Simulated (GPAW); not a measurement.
# The basis that the transmission of H2 in line between two Sb chains needs

Aim: T(E), conductance and thermopower of H2 in line between two Sb chains, and what cheaper settings cost in accuracy.

Method: GPAW LCAO, PAW setups; Landauer transmission from Green's functions with principal layers (ASE), zero bias, in GPAW 26.7.0.

### Step 1. Set-up

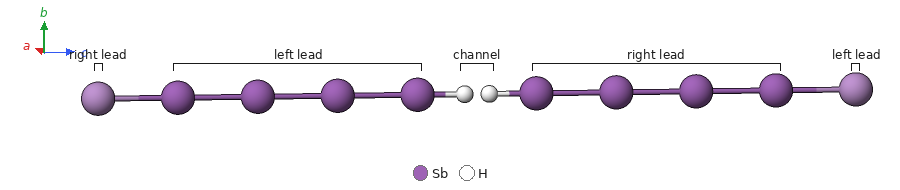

The starting structure, seen from the side, with the c axis across the page (antimony purple, hydrogen white). Some periodic images of atoms are drawn too.

The cell holds 10 atoms: 8 Sb and 2 H. Cell: a = 9.000 Å, b = 9.000 Å, c = 23.343 Å, α = 90.0°, β = 90.0°, γ = 90.0°. Regions: left lead, 4 atoms (4 Sb); channel, 2 atoms (2 H); right lead, 4 atoms (4 Sb). Vacuum lies along a and b. The structure is stacked along c, and the current runs across the ab planes.

### Step 2. Double-zeta polarised basis

Localised orbitals split the wire into layers that couple to their neighbours alone, which is what the Green's function method needs; double zeta with polarisation is the usual level for numbers.

File run.py:

```python
import json
import numpy as np
from ase import Atoms
from ase.transport.calculators import TransportCalculator
from gpaw import GPAW, FermiDirac
from gpaw.lcao.tools import get_lcao_hamiltonian
from scipy.linalg import eigh

# The junction with lead layers at both ends, along the third cell vector
device = Atoms(
    ['Sb', 'Sb', 'Sb', 'Sb', 'H', 'H', 'Sb', 'Sb', 'Sb', 'Sb'],
    positions=[
        [4.50000, 4.50000, 1.37500],
        [4.50000, 4.50000, 4.12500],
        [4.50000, 4.50000, 6.87500],
        [4.50000, 4.50000, 9.62500],
        [4.50000, 4.50000, 11.24650],
        [4.50000, 4.50000, 12.09650],
        [4.50000, 4.50000, 13.71800],
        [4.50000, 4.50000, 16.46800],
        [4.50000, 4.50000, 19.21800],
        [4.50000, 4.50000, 21.96800]],
    cell=[[9.0, 0.0, 0.0], [0.0, 9.0, 0.0], [0.0, 0.0, 23.343]],
    pbc=True)

# One principal layer of the lead: the first 2 atoms of the device
lead = Atoms(
    ['Sb', 'Sb'],
    positions=[
        [4.50000, 4.50000, 1.37500],
        [4.50000, 4.50000, 4.12500]],
    cell=[[9.0, 0.0, 0.0], [0.0, 9.0, 0.0], [0.0, 0.0, 5.5]],
    pbc=True)

settings = dict(mode='lcao', basis='dzp', xc='PBE', h=0.2,
                occupations=FermiDirac(0.1), maxiter=250,
                mixer=dict(beta=0.1, nmaxold=8, weight=100.0),
                convergence=dict(density=0.0001))
energies = np.arange(-3, 3 + 1e-9, 0.075)
eta = 0.0001
n1, n2 = 1, 1
# k and -k transmit alike, so half of the mesh across the current serves
mesh = [(i, j) for i in range(n1) for j in range(n2) if (i, j) <= (-i % n1, -j % n2)]
weights = np.array([1 if (i, j) == (-i % n1, -j % n2) else 2 for i, j in mesh]) / (n1 * n2)

# [... helper functions left out ...]
fermi_lead = ground_state(lead, (1, 1, 20), 'lead.txt')
fermi_device = ground_state(device, (1, 1, 3), 'device.txt')
# [... loop over the mesh left out, but for ...]
        # Shift the lead onto the potential of the device's first layer
        shift = ((H[:, 0, 0] - H0[:, 0, 0]) / S0[0, 0]).real.mean()
# [...]
kT = 8.617333e-5 * 500
bias = [0.1, 0.2, 0.5, 1.0, 1.5, 2.0]
# [... integrals and printing left out ...]
```

Command:

```sh
OMP_NUM_THREADS=1 OPENBLAS_NUM_THREADS=1 python run.py
```

What it wrote:

```text
basis functions: device 194, principal layer 46
Fermi level: lead -3.1685 eV, device -3.1676 eV; lead shifted by -0.0695 eV
largest coupling past the next layer 7.84e-05 eV, largest misfit of the first layer 0.130 eV
  E-E_F (eV)   T (one spin)  [channel counts left out]
    -3.000    9.9500e-01
    -2.925    9.9656e-01
    -2.850    9.9771e-01
    -2.775    9.9852e-01
    -2.700    9.9907e-01
    -2.625    9.9940e-01
    -2.550    9.9956e-01
    -2.475    9.9957e-01
    -2.400    9.9946e-01
    -2.325    9.9925e-01
    -2.250    9.9896e-01
    -2.175    9.9861e-01
    -2.100    9.9821e-01
    -2.025    9.9778e-01
    -1.950    9.9731e-01
    -1.875    9.9682e-01
[...]
2.475    9.8105e-01
     2.550    9.8089e-01
     2.625    9.8076e-01
     2.700    9.8066e-01
     2.775    9.8059e-01
     2.850    9.8054e-01
     2.925    9.8053e-01
     3.000    9.8055e-01
conductance at 500 K: 1.5679 G0 a cell; thermopower -0.4993 uV/K
current from the zero-bias T(E) at 0.1 V: 12.144 uA
current from the zero-bias T(E) at 0.2 V: 24.263 uA
current from the zero-bias T(E) at 0.5 V: 60.218 uA
current from the zero-bias T(E) at 1.0 V: 117.59 uA
current from the zero-bias T(E) at 1.5 V: 170.63 uA
current from the zero-bias T(E) at 2.0 V: 219.66 uA
```

Elapsed: 42 s, on 1 thread of Arm Neoverse N1, shared host; peak memory 0.77 GiB.

Numbers from this step:

```
conductance                                    : 1.568 G₀
largest coupling past the next principal layer : 7.84e-5 eV
largest misfit of the first principal layer    : 0.1300 eV
shift that aligns the lead                     : -0.06947 eV
basis functions of the junction                : 194
basis functions of a principal layer           : 46
transmission at the Fermi level (one spin)     : 1.573
```

One spin. The transmission, zone mean by energy, zero at the Fermi level:

```csv
energy (eV),"transmission, zone mean"
-3.0000,0.995
-2.7750,0.999
-2.4750,1.000
-2.2500,0.999
-2.0250,0.998
-1.7250,0.996
-1.5000,1.07
-1.2750,1.17
-0.9750,1.20
-0.7500,1.27
-0.5250,1.38
-0.2250,1.52
0.0000,1.57
0.0750,1.57
0.2250,1.55
0.5250,1.45
0.7500,1.35
0.9750,1.26
1.2750,1.17
1.5000,1.12
1.7250,1.07
2.0250,0.982
2.2500,0.982
2.4750,0.981
2.7750,0.981
3.0000,0.981
```

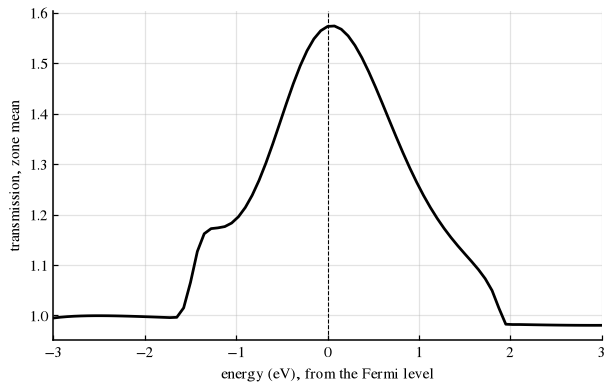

Transmission, zone mean against energy.

Not self-consistent under bias; the bias window is split evenly. Table of current through one cell, from the zero-bias transmission by bias:

| bias (V) | current through one cell, from the zero-bias transmission (μA) |
| --- | --- |
| 0.100 | 12.1 |
| 0.200 | 24.3 |
| 0.500 | 60.2 |
| 1.000 | 118 |
| 1.500 | 171 |
| 2.000 | 220 |

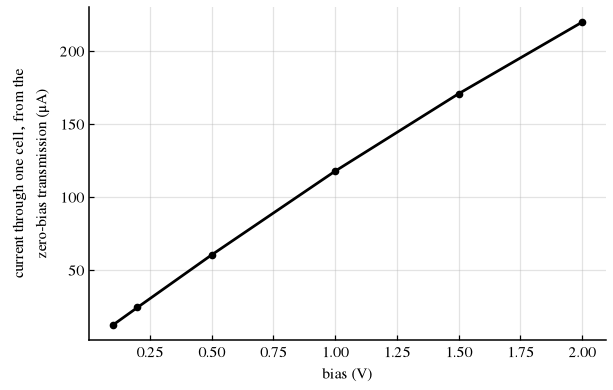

Current through one cell, from the zero-bias transmission against bias.

The transmission of the three most open eigenchannels by energy, zero at the Fermi level:

```
energy (eV)  channel 1  channel 2 = channel 3
     -3.000      0.995                      0
     -2.475      1.000                      0
     -2.025      0.998                      0
     -1.500      0.994                 0.0357
     -0.975      0.991                  0.102
     -0.525      0.990                  0.195
      0.000      0.988                  0.292
      0.525      0.987                  0.232
      0.975      0.986                  0.139
      1.500      0.984                 0.0690
      2.025      0.982                6.8e-11
      2.475      0.981                      0
      3.000      0.981                      0
```

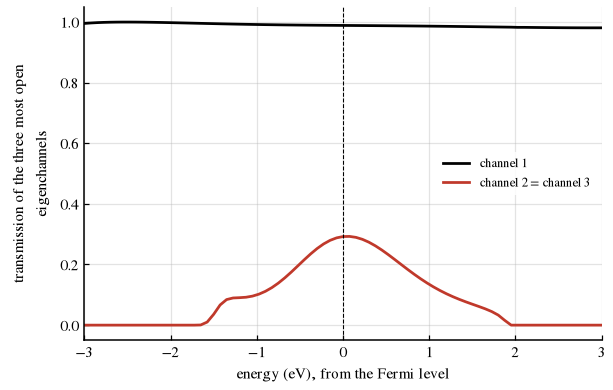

Transmission of the three most open eigenchannels against energy.

Couplings past the next layer reach 7.8e-5 eV, small enough to drop; the matrix elements of the cell's first layer differ from the bulk lead's by up to 0.13 eV. That layer keeps its own values in the calculation, and only beyond it is the lead taken as perfect. The Fermi levels of lead and junction count from different zeros of potential, one for each periodic cell; with both set to zero, the small remaining shift is what aligns them. By hand: G = 1.568 × 77.48 μS = 121 μS, a resistance of 8.23 kΩ; at 0.1 V a linear junction would pass 12.1 μA, and the integral over the bias window gives 12.1 μA.

### Step 3. Single-zeta polarised basis

The second zeta is dropped, the polarisation orbitals stay.

Changes to run.py since step 2:

```diff
@@ -34,3 +34,3 @@
 
-settings = dict(mode='lcao', basis='dzp', xc='PBE', h=0.2,
+settings = dict(mode='lcao', basis='szp(dzp)', xc='PBE', h=0.2,
                 occupations=FermiDirac(0.1), maxiter=250,
```

What it wrote:

```text
basis functions: device 120, principal layer 28
Fermi level: lead -3.3263 eV, device -3.3414 eV; lead shifted by -0.0616 eV
largest coupling past the next layer 7.83e-05 eV, largest misfit of the first layer 0.130 eV
  E-E_F (eV)   T (one spin)  channels
    -3.000    9.9954e-01    1.0000
    -2.925    9.9941e-01    1.0000
    -2.850    9.9904e-01    1.0000
    -2.775    9.9850e-01    1.0000
    -2.700    9.9784e-01    1.0000
    -2.625    9.9710e-01    1.0000
    -2.550    9.9631e-01    1.0000
    -2.475    9.9548e-01    1.0000
    -2.400    9.9465e-01    1.0000
    -2.325    9.9382e-01    1.0000
    -2.250    9.9300e-01    1.0000
    -2.175    9.9221e-01    1.0000
    -2.100    9.9145e-01    1.0000
    -2.025    9.9072e-01    1.0000
    -1.950    9.9002e-01    1.0000
    -1.875    9.8937e-01    1.0000
[...]
2.475    9.7919e-01    1.0000
     2.550    9.7918e-01    1.0000
     2.625    9.7920e-01    1.0000
     2.700    9.7924e-01    1.0000
     2.775    9.7931e-01    1.0000
     2.850    9.7940e-01    1.0000
     2.925    9.7951e-01    1.0000
     3.000    9.7966e-01    1.0000
conductance at 500 K: 1.5535 G0 a cell; thermopower -0.6345 uV/K
current from the zero-bias T(E) at 0.1 V: 12.032 uA
current from the zero-bias T(E) at 0.2 V: 24.037 uA
current from the zero-bias T(E) at 0.5 V: 59.631 uA
current from the zero-bias T(E) at 1.0 V: 116.33 uA
current from the zero-bias T(E) at 1.5 V: 168.71 uA
current from the zero-bias T(E) at 2.0 V: 217.24 uA
```

The job ended after 34 s (1 thread; peak memory 0.77 GiB).

This step gave:

```yaml
conductance: 1.554 G₀
largest_coupling_past_the_next_principal_layer: 7.83e-5 eV
largest_misfit_of_the_first_principal_layer: 0.1297 eV
shift_that_aligns_the_lead: -0.06160 eV
basis_functions_of_the_junction: 120
basis_functions_of_a_principal_layer: 28
transmission_at_the_fermi_level_one_spin: 1.559
open_channels_of_the_lead_at_the_fermi_level_one_spin: 3
```

One spin. Table of transmission, zone mean by energy, zero at the Fermi level:

```csv
energy (eV),"transmission, zone mean"
-3.000,1.000
-2.475,0.995
-2.025,0.991
-1.500,1.06
-0.975,1.19
-0.525,1.36
0.000,1.56
0.075,1.56
0.525,1.44
0.975,1.25
1.500,1.11
2.025,0.980
2.475,0.979
3.000,0.980
```

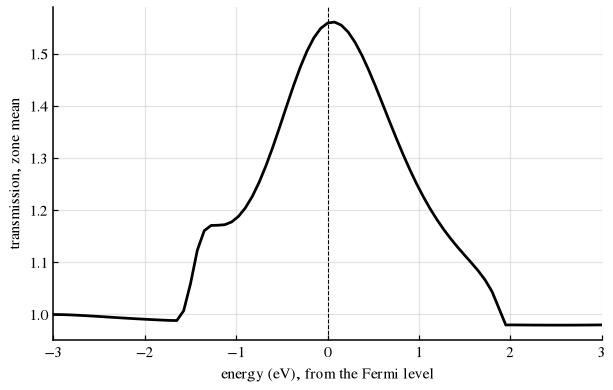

Transmission, zone mean, plotted against energy.

Crossings of the lead's bands, unfolded to its shortest repeat. Table of open channels, zone mean by energy, zero at the Fermi level:

```
energy (eV)  open channels, zone mean
     -3.000                         1
     -2.475                         1
     -2.025                         1
     -1.500                         3
     -0.975                         3
     -0.525                         3
      0.000                         3
      0.525                         3
      0.975                         3
      1.500                         3
      2.025                         1
      2.475                         1
      3.000                         1
```

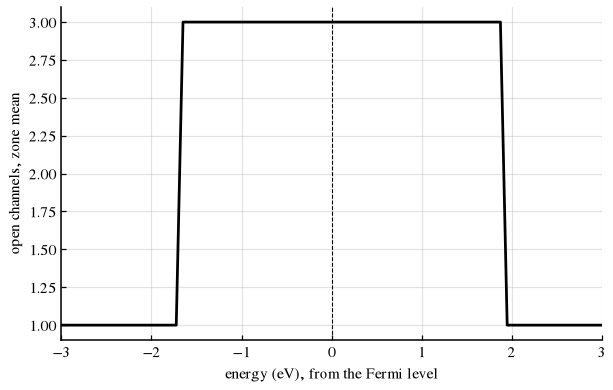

Open channels, zone mean against energy.

Not self-consistent under bias; the bias window is split evenly. Table of current through one cell, from the zero-bias transmission by bias:

| bias (V) | current through one cell, from the zero-bias transmission (μA) |
| --- | --- |
| 0.100 | 12.0 |
| 0.200 | 24.0 |
| 0.500 | 59.6 |
| 1.000 | 116 |
| 1.500 | 169 |
| 2.000 | 217 |

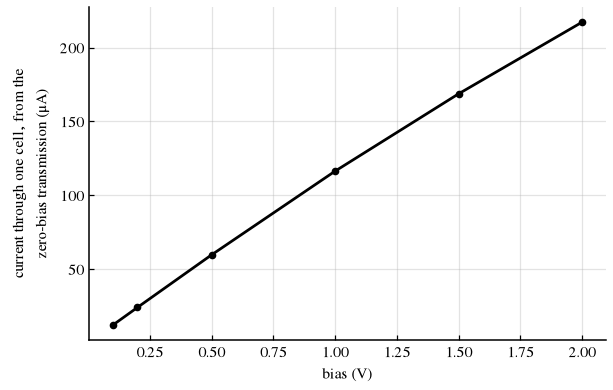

Current through one cell, from the zero-bias transmission, plotted against bias.

The transmission of the three most open eigenchannels by energy, zero at the Fermi level:

```
energy (eV)  channel 1  channel 2 = channel 3
     -3.000      1.000                      0
     -2.475      0.995                      0
     -2.025      0.991                      0
     -1.500      0.987                 0.0360
     -0.975      0.985                  0.102
     -0.525      0.984                  0.188
      0.000      0.983                  0.288
      0.525      0.983                  0.227
      0.975      0.982                  0.134
      1.500      0.981                 0.0663
      2.025      0.980                7.2e-11
      2.475      0.979                      0
      3.000      0.980                      0
```

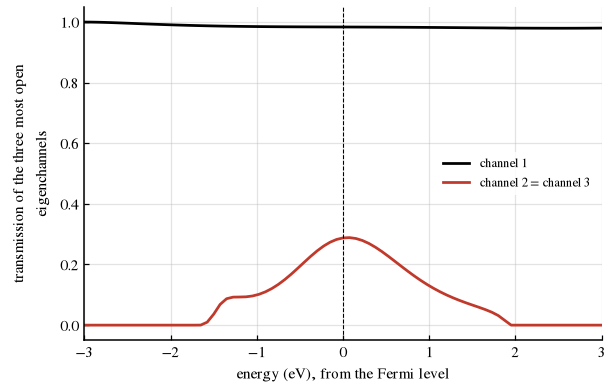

Transmission of the three most open eigenchannels, plotted against energy.

The conductance, 1.55 G₀, lies 0.9 % below that of the dzp run.

### Step 4. GPAW, sz: basis = "sz(dzp)"

The minimal basis is the cheapest rung: no second zeta and no polarisation.

Changes to run.py since step 3:

```diff
@@ -34,3 +34,3 @@
 
-settings = dict(mode='lcao', basis='szp(dzp)', xc='PBE', h=0.2,
+settings = dict(mode='lcao', basis='sz(dzp)', xc='PBE', h=0.2,
                 occupations=FermiDirac(0.1), maxiter=250,
```

What it wrote:

```text
basis functions: device 74, principal layer 18
Fermi level: lead -3.0919 eV, device -3.1196 eV; lead shifted by -0.0808 eV
largest coupling past the next layer 7.89e-05 eV, largest misfit of the first layer 0.151 eV
  E-E_F (eV)   T (one spin)  [channel counts left out]
    -3.000    9.9909e-01
    -2.925    9.9866e-01
    -2.850    9.9815e-01
[...]
2.925    9.9263e-01
     3.000    9.9271e-01
conductance at 500 K: 1.4301 G0 a cell; thermopower -0.7338 uV/K
current from the zero-bias T(E) at 0.1 V: 11.077 uA
current from the zero-bias T(E) at 0.2 V: 22.135 uA
current from the zero-bias T(E) at 0.5 V: 55.001 uA
current from the zero-bias T(E) at 1.0 V: 107.82 uA
current from the zero-bias T(E) at 1.5 V: 157.3 uA
current from the zero-bias T(E) at 2.0 V: 203.61 uA
```

Elapsed: 26 s, on 1 thread; peak memory 0.72 GiB.

This step gave:

- conductance: 1.430 G₀
- largest coupling past the next principal layer: 7.89e-5 eV
- largest misfit of the first principal layer: 0.1514 eV
- shift that aligns the lead: -0.08075 eV
- basis functions of the junction: 74
- basis functions of a principal layer: 18
- transmission at the Fermi level (one spin): 1.434

One spin. Transmission, zone mean against energy, zero at the Fermi level:

```
energy (eV)  transmission, zone mean
     -3.000                    0.999
     -2.475                    0.995
     -2.025                    0.992
     -1.500                     1.13
     -0.975                     1.15
     -0.525                     1.28
      0.000                     1.43
      0.075                     1.44
      0.525                     1.35
      0.975                     1.18
      1.500                     1.07
      2.025                    0.992
      2.475                    0.992
      3.000                    0.993
```

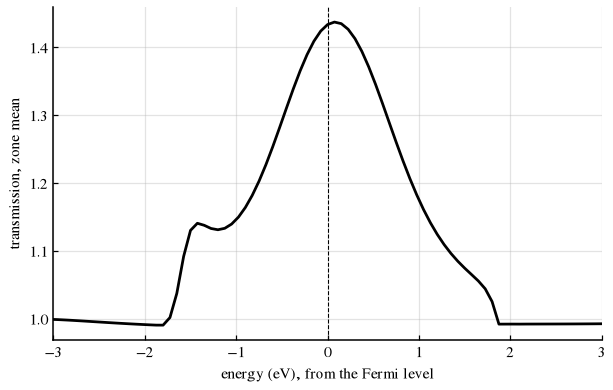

Transmission, zone mean, plotted against energy.

The conductance, 1.43 G₀, lies 8.8 % below that of the dzp run.

### Step 5. RPBE in the dzp basis: xc = "RPBE"

Back in the dzp basis, the functional changes from PBE to RPBE, to set the spread between functionals beside that between bases.

Changes to run.py since step 4:

```diff
@@ -34,3 +34,3 @@
 
-settings = dict(mode='lcao', basis='sz(dzp)', xc='PBE', h=0.2,
+settings = dict(mode='lcao', basis='dzp', xc='RPBE', h=0.2,
                 occupations=FermiDirac(0.1), maxiter=250,
```

What it wrote:

```text
basis functions: device 194, principal layer 46
Fermi level: lead -3.0809 eV, device -3.0803 eV; lead shifted by -0.0700 eV
largest coupling past the next layer 7.85e-05 eV, largest misfit of the first layer 0.132 eV
  E-E_F (eV)   T (one spin)  [channel counts left out]
    -3.000    9.9471e-01
    -2.925    9.9631e-01
    -2.850    9.9750e-01
[...]
2.925    9.8137e-01
     3.000    9.8139e-01
conductance at 500 K: 1.5506 G0 a cell; thermopower -0.5242 uV/K
current from the zero-bias T(E) at 0.1 V: 12.01 uA
current from the zero-bias T(E) at 0.2 V: 23.995 uA
current from the zero-bias T(E) at 0.5 V: 59.562 uA
current from the zero-bias T(E) at 1.0 V: 116.37 uA
current from the zero-bias T(E) at 1.5 V: 168.98 uA
current from the zero-bias T(E) at 2.0 V: 217.73 uA
```

Run time: 42 s. Hardware: 1 thread; peak memory 0.77 GiB.

Numbers from this step:

- conductance: 1.551 G₀
- largest coupling past the next principal layer: 7.85e-5 eV
- largest misfit of the first principal layer: 0.1318 eV
- shift that aligns the lead: -0.07002 eV
- basis functions of the junction: 194
- basis functions of a principal layer: 46
- transmission at the Fermi level (one spin): 1.555

One spin. Table of transmission, zone mean by energy, zero at the Fermi level:

```csv
energy (eV),"transmission, zone mean"
-3.000,0.995
-2.475,1.000
-2.025,0.998
-1.500,1.07
-0.975,1.19
-0.525,1.37
0.000,1.56
0.075,1.56
0.525,1.44
0.975,1.26
1.500,1.12
2.025,0.983
2.475,0.982
3.000,0.981
```

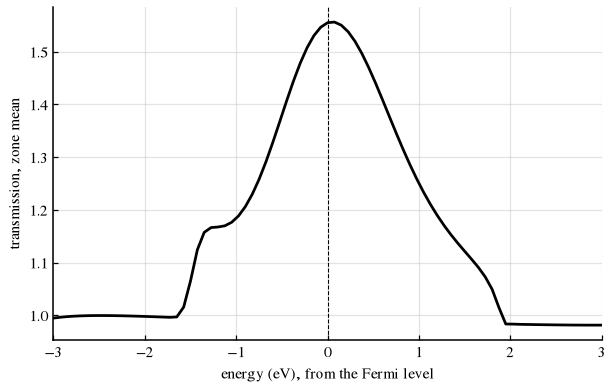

Transmission, zone mean against energy.

The conductance, 1.55 G₀, lies 1.1 % below that of the dzp run.

### Step 6. All levels side by side

Times are for 1 thread of Arm Neoverse N1, shared host. The runs compared:

| no. | run | conductance (G₀) | time | memory (GiB) |
| --- | --- | --- | --- | --- |
| 1 | dzp | 1.568 | 42 s | 0.77 |
| 2 | szp | 1.554 | 34 s | 0.77 |
| 3 | sz | 1.430 | 26 s | 0.72 |
| 4 | dzp RPBE | 1.551 | 42 s | 0.77 |

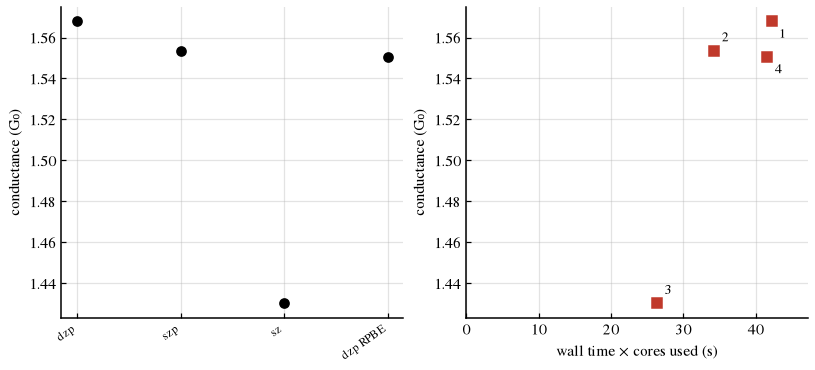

The series as plots; the last panel sets the first result against cost, with the runs numbered as in the table.

### Step 7. Comparison

The curves are compared point by point over the common energies.

This step: comparison of transmission and cost over codes and levels (GPAW 26.7.0).

Ladder, by row:

```
    step  code  T at the Fermi level (sum over the listed spins)  conductance (G0)  r.m.s. T(E) from the first  wall time (s)  peak memory (GiB)  threads
     dzp  GPAW                                             1.573             1.568                           0          42.19               0.77        1
     szp  GPAW                                             1.559             1.554                     0.01045          34.22               0.77        1
      sz  GPAW                                             1.434              1.43                     0.06703          26.33               0.72        1
dzp-RPBE  GPAW                                             1.555             1.551                    0.007711          41.52               0.77        1
```

The transmission, zone mean, sum over the listed spins by energy, zero at the Fermi level:

```
energy (eV)    dzp    szp     sz  dzp-RPBE
     -3.000  0.995  1.000  0.999     0.995
     -2.475  1.000  0.995  0.995     1.000
     -2.025  0.998  0.991  0.992     0.998
     -1.500   1.07   1.06   1.13      1.07
     -0.975   1.20   1.19   1.15      1.19
     -0.525   1.38   1.36   1.28      1.37
      0.000   1.57   1.56   1.43      1.56
      0.075   1.57   1.56   1.44      1.56
      0.525   1.45   1.44   1.35      1.44
      0.975   1.26   1.25   1.18      1.26
      1.500   1.12   1.11   1.07      1.12
      2.025  0.982  0.980  0.992     0.983
      2.475  0.981  0.979  0.992     0.982
      3.000  0.981  0.980  0.993     0.981
```

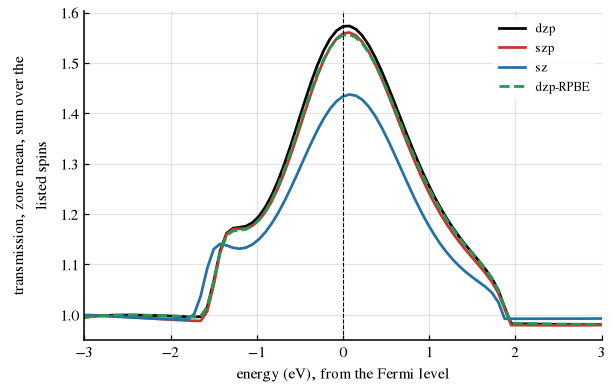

Transmission, zone mean, sum over the listed spins against energy.

(Part 1 of 2 ends here.)

[Logs are printed without paths, hosts, clocks, repeated set-up lines and the standing remarks that a program may print on its own settings, such as how far it seeks lower states.]

[Hosts, paths, dates, database ids (printed as entryN), source tags and the programs' standing remarks are cut or masked in the printed files.]
